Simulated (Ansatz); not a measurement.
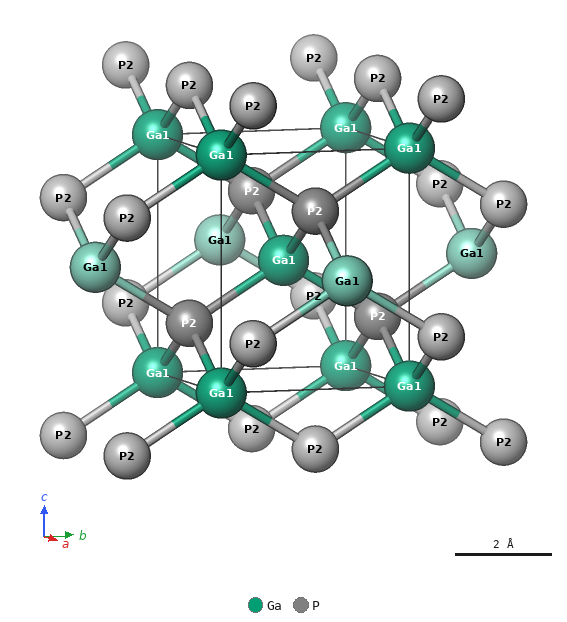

Fig. 1: The structure as given in the input (ball-and-stick view of the cell 2 times as large as that of the calculation, set on its symmetry axes, seen slightly off an axis; neighbours outside the cell are drawn fainter; atoms are numbered from 1 in the order of the input). An atom can appear more than once, as a periodic image. Near neighbours in the periodic cell (some may lie outside the picture): Ga has 4 P at 2.43 Å; P has 4 Ga at 2.43 Å.

**GaP: a changed input and its effect**

System: GaP (I-4m2, 2 atoms in the cell).
Method of the first run: DFT PBE, scalar-relativistic, plane waves, PAW, no spin polarisation (Ansatz 0.2.0).

The structure derives from an entry of the Crystallography Open Database. Text and figures count atoms from 1; the logs count them from 0 in places.

**Input, the first run**
```yaml
crystal:
  lattice:
    - [0.0, 2.94327, 2.50723]
    - [2.94327, 0.0, 2.50723]
    - [2.94327, 2.94327, 0.0]
  atoms:
    - { symbol: Ga, position: [0.0, 0.0, 0.0] }
    - { symbol: P, position: [0.75, 0.75, 0.75] }
basis:
  ecutwfc: 420
kpoints:
  mp_grid: { grid: [8, 8, 8] }
hamiltonian:
  xc: pbe
scf:
  occupations: { method: gaussian, width: 0.05 }
output:
  forces: true
  stress: true
  eigenvalues: true
```

Command:
```bash
ansatz run input.yaml --threads 1 --pin off --max-ram 2560MiB --backend cpu --events-out ev --progress --plain --runs-dir out
```

Hardware: 1 thread of Intel Xeon @ 2.50GHz (Skylake/Cascade Lake), 189 GiB of memory available, shared host.

**Output, shortened to warnings, some set-up lines, iterations and results (the first run)**
```
Basis set: ecut = 420 eV, 861 PW (Γ), exchange–correlation on 54×54×60 points (8 copies of the dense FFT grid, shifted against one another)
Symmetry: 8 space group operations
k-points: 59 of 512 (time reversal used)
Initial density: superposition of atomic densities (neutral atoms: chi_scale 0, normalization atom), corrected by the library's trained network
[...]
SCF iter   1: F=—  HF=-4539.404250 eV  |F-HF|=—  |Δ(HF+E_count)|=         —  Δρ=1.15e-3  dr2=3.95e-4  ethr=1.77e-3  ⟨swp⟩=6.1  Hψ=4944  notcnv=0
SCF iter   2: F=—  HF=-4539.403678 eV  |F-HF|=—  |Δ(HF+E_count)|=   5.71e-4  Δρ=9.03e-4  dr2=2.18e-4  ethr=2.19e-6  ⟨swp⟩=2.7  Hψ=1913  notcnv=0
SCF iter   3: F=—  HF=-4539.403569 eV  |F-HF|=—  |Δ(HF+E_count)|=   1.09e-4  Δρ=4.04e-4  dr2=4.15e-5  ethr=1.21e-6  ⟨swp⟩=2.0  Hψ=1093  notcnv=0
SCF iter   4: F=—  HF=-4539.403606 eV  |F-HF|=—  |Δ(HF+E_count)|=   3.62e-5  Δρ=2.05e-4  dr2=9.08e-6  ethr=2.31e-7  ⟨swp⟩=2.0  Hψ=1306  notcnv=0
SCF iter   5: F=—  HF=-4539.403601 eV  |F-HF|=—  |Δ(HF+E_count)|=   4.34e-6  Δρ=8.11e-5  dr2=1.81e-6  ethr=5.05e-8  ⟨swp⟩=2.2  Hψ=1278  notcnv=0
SCF iter   6: F=—  HF=-4539.403601 eV  |F-HF|=—  |Δ(HF+E_count)|=   4.64e-7  Δρ=4.53e-5  dr2=4.23e-7  ethr=1.01e-8  ⟨swp⟩=2.9  Hψ=1449  notcnv=0
SCF iter   7: F=-4539.403601 eV  HF=-4539.403601 eV  |F-HF|=1.38e-8  |Δ(HF+E_count)|=   1.85e-7  Δρ=7.56e-6  dr2=1.11e-8  ethr=5.56e-10  ⟨swp⟩=4.9  Hψ=4077  notcnv=0
SCF 1 converged in 7 iterations: F = -4539.403601 eV  dr2 = 1.11e-8
SCF converged after 7 iterations
Free energy (F): -4539.403601 eV
Harris-Foulkes:  -4539.403601 eV  (|F-HF|=1.38e-8)
Internal energy: -4539.403601 eV  (E = F + TS)
E sigma→0 (E₀):  -4539.403601 eV
Fermi energy:    6.854982 eV
--- Per-component energies (eV) ---
  E_band       = -70.741290
  E_kinetic    = 183.913072
  E_local      = -2240.249977  (includes V_loc(G=0)·N_el)
  E_nonlocal   = 458.859878
  E_hartree    = 1032.019128
  E_xc         = -129.507789
  E_vxc        = -117.342778  (∫ρ·V_xc dr)
  E_paw        = -2558.848608  (= ΣΔE_a)
  E_vpaw       = -419.953637  (= ΣTr[D̂ρ^β])
  E_aug_tail   = -0.000117  (compensation charges beyond the density's cutoff)
  E_ewald      = -1285.589188
  E_smearing   = -0.000000  (= −TS)
  E_closure    = -0.000000  (closes the sum)
  Σ components = -4539.403601   (vs F -4539.403601, Δ=0.00e0)
--- Forces (eV/Å), atoms counted from 1 ---
  atom   1  Ga    -0.00000000     0.00000000    -0.00000000
  atom   2  P      0.00000000     0.00000000     0.00000000
  max |Σ_I F_I| component: 1.11e-16 eV/Å
--- Stress (GPa, compression-positive) ---
       -6.095764       0.000000       0.000000
        0.000000      -6.095764       0.000000
       -0.000000       0.000000       2.497941
  P = ⅓ Tr σ = -3.2312 GPa (-32.312 kbar)
```

The input of the second run differs as follows (lines with − go, lines with + come):
```diff
-    - [0.0, 2.94327, 2.50723]
-    - [2.94327, 0.0, 2.50723]
+    - [0.0, 2.94327, 2.72525]
+    - [2.94327, 0.0, 2.72525]
```

What does this change do to the results?

With the same functional and potentials, the second run lies 10.1 meV per atom higher. The gap on the mesh goes from 0.37 to 0.34 eV. The pressure goes from −3.23 to −7.18 GPa. The volume per atom goes from 21.72 to 23.61 Å³. The SCF takes 6 iterations against 7. The plane waves at Γ go from 861 to 925.

**Output, shortened to warnings, some set-up lines, iterations and results (the second run)**
```
Basis set: ecut = 420 eV, 925 PW (Γ), exchange–correlation on 54×54×60 points (8 copies of the dense FFT grid, shifted against one another)
Symmetry: 8 space group operations
k-points: 59 of 512 (time reversal used)
Initial density: superposition of atomic densities (neutral atoms: chi_scale 0, normalization atom), corrected by the library's trained network
[...]
SCF iter   1: F=—  HF=-4539.383803 eV  |F-HF|=—  |Δ(HF+E_count)|=         —  Δρ=1.29e-3  dr2=1.19e-3  ethr=1.77e-3  ⟨swp⟩=6.3  Hψ=4880  notcnv=0
SCF iter   2: F=—  HF=-4539.383364 eV  |F-HF|=—  |Δ(HF+E_count)|=   4.39e-4  Δρ=8.17e-4  dr2=2.90e-4  ethr=6.59e-6  ⟨swp⟩=2.1  Hψ=1907  notcnv=0
SCF iter   3: F=—  HF=-4539.383320 eV  |F-HF|=—  |Δ(HF+E_count)|=   4.42e-5  Δρ=2.56e-4  dr2=4.13e-5  ethr=1.61e-6  ⟨swp⟩=2.0  Hψ=1292  notcnv=0
SCF iter   4: F=—  HF=-4539.383363 eV  |F-HF|=—  |Δ(HF+E_count)|=   4.36e-5  Δρ=1.24e-4  dr2=9.61e-6  ethr=2.29e-7  ⟨swp⟩=2.0  Hψ=939  notcnv=0
SCF iter   5: F=—  HF=-4539.383373 eV  |F-HF|=—  |Δ(HF+E_count)|=   9.96e-6  Δρ=3.64e-5  dr2=6.85e-7  ethr=5.34e-8  ⟨swp⟩=3.0  Hψ=1305  notcnv=0
SCF iter   6: F=-4539.383374 eV  HF=-4539.383374 eV  |F-HF|=3.68e-9  |Δ(HF+E_count)|=   4.82e-7  Δρ=5.50e-6  dr2=9.17e-9  ethr=5.56e-10  ⟨swp⟩=5.0  Hψ=4284  notcnv=0
SCF 1 converged in 6 iterations: F = -4539.383374 eV  dr2 = 9.17e-9
SCF converged after 6 iterations
Free energy (F): -4539.383374 eV
Harris-Foulkes:  -4539.383374 eV  (|F-HF|=3.68e-9)
Internal energy: -4539.383374 eV  (E = F + TS)
E sigma→0 (E₀):  -4539.383374 eV
Fermi energy:    5.692015 eV
--- Per-component energies (eV) ---
  E_band       = -85.023166
  E_kinetic    = 181.914692
  E_local      = -2300.161065  (includes V_loc(G=0)·N_el)
  E_nonlocal   = 458.744750
  E_hartree    = 1055.471071
  E_xc         = -128.503763
  E_vxc        = -115.997408  (∫ρ·V_xc dr)
  E_paw        = -2559.080594  (= ΣΔE_a)
  E_vpaw       = -420.462984  (= ΣTr[D̂ρ^β])
  E_aug_tail   = -0.000110  (compensation charges beyond the density's cutoff)
  E_ewald      = -1247.768353
  E_smearing   = -0.000000  (= −TS)
  E_closure    = -0.000000  (closes the sum)
  Σ components = -4539.383374   (vs F -4539.383374, Δ=0.00e0)
--- Forces (eV/Å), atoms counted from 1 ---
  atom   1  Ga    -0.00000000     0.00000000    -0.00000000
  atom   2  P      0.00000000     0.00000000    -0.00000000
  max |Σ_I F_I| component: 5.55e-17 eV/Å
--- Stress (GPa, compression-positive) ---
       -8.730703       0.000000       0.000000
        0.000000      -8.730703       0.000000
       -0.000000       0.000000      -4.068185
  P = ⅓ Tr σ = -7.1765 GPa (-71.765 kbar)
```

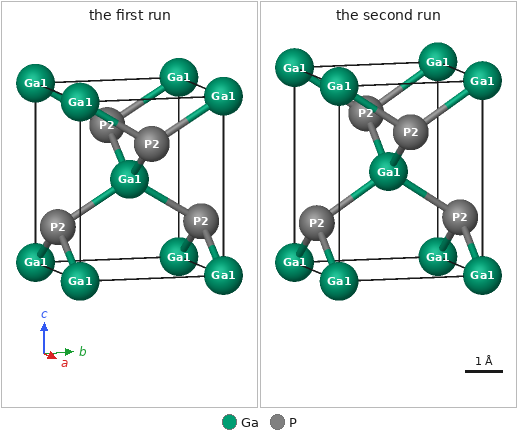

Fig. 2: The two input geometries at one scale (ball-and-stick view of the cell 2 times as large as that of the calculation, set on its symmetry axes, seen slightly off an axis). No atom moves by more than 0.005 Å relative to the cell. The drawn cell changes as follows: a = b stay at 4.162 Å, c 5.014 → 5.450 Å (+8.7 %); the volume changes by +8.7 %. Among the contacts that change: Ga1–P2 2.430 → 2.488 Å.

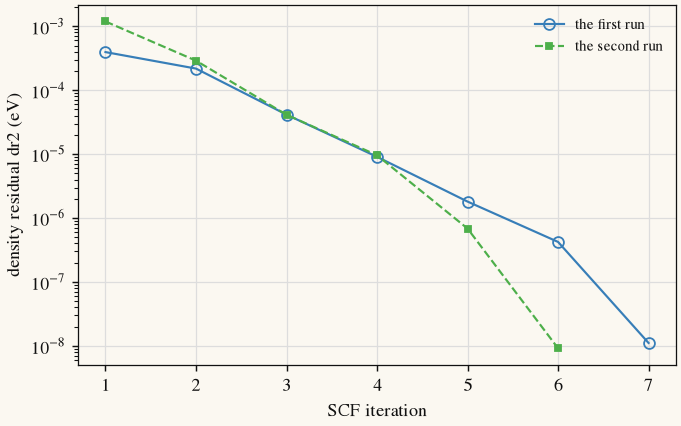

Fig. 3: Convergence of the two runs: density residual dr2 against the SCF iteration. The first run takes 7 iterations in all, and the second run takes 6.

**The two runs side by side**

```csv
quantity,the first run,the second run
outcome,converged,converged
free energy per atom (eV),−2269.7018,−2269.6917
gap on the mesh (eV),0.37,0.34
pressure (GPa),−3.23,−7.18
volume per atom (Å³),21.72,23.61
largest force (eV/Å),0.000,0.000
SCF iterations,7,6
irreducible k-points,59,59
plane waves at Γ,861,925
wall time (shared host),6.9 s,6.7 s
```
